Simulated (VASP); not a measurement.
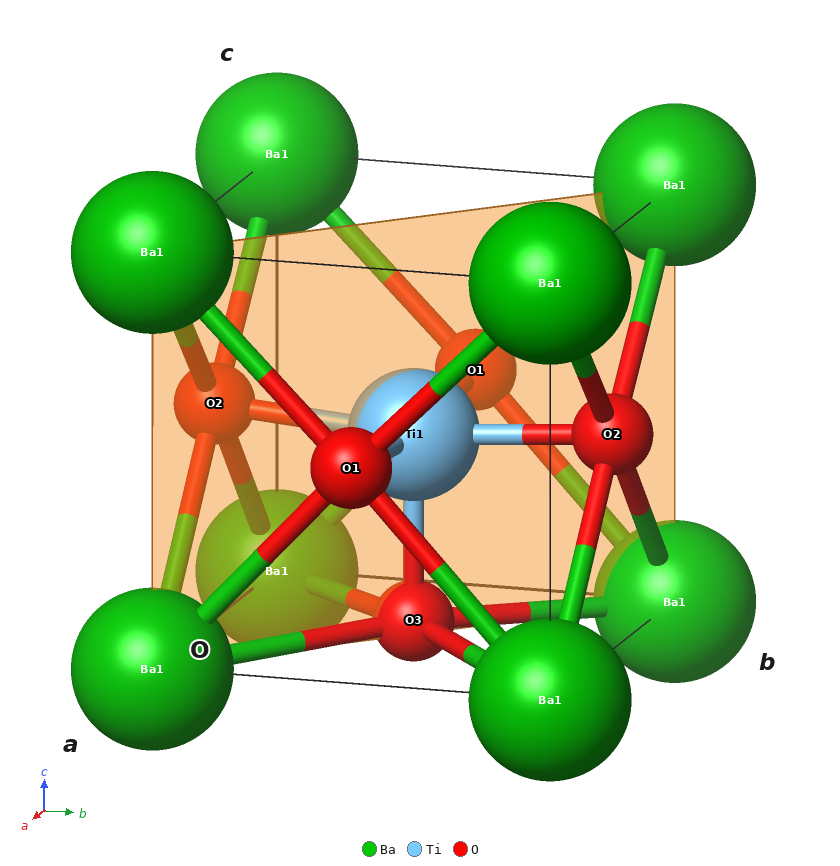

The shaded plane is a symmetry element of the crystal. Crystal: BaTiO₃, coordinates from a relaxation with VASP Kohn-Sham DFT of a periodic cell, r2SCAN, VASP PAW PBE potentials, recommended in VASP 6.6.1. The drawing is computed from the coordinates (standard cell, symmetry found to 0.002 Å).

a = 3.987 Å, b = 3.987 Å, c = 4.114 Å, α = 90.00°, β = 90.00°, γ = 90.00°.

```
atom       x       y       z
 Ba1  0.0000  0.0000  0.9973
 Ti1  0.5000  0.5000  0.4792
  O1  0.0000  0.5000  0.5168
  O2  0.5000  0.0000  0.5168
  O3  0.5000  0.5000  0.0329
```

Q: Is it a mirror or a glide plane, and what is the operation?

A: It is a mirror plane, parallel to (1 1 0), through (1/2, 1/2, 1/2): x, y, z → −y+1, −x+1, z.

Q: Onto which atom does it carry each atom (up to whole multiples of a, b and c)?

A: Ba1 → Ba1, Ti1 → Ti1, O1 → O2, O2 → O1, O3 → O3.

Q: What is the crystal's space group?

A: No. 99, P4mm.
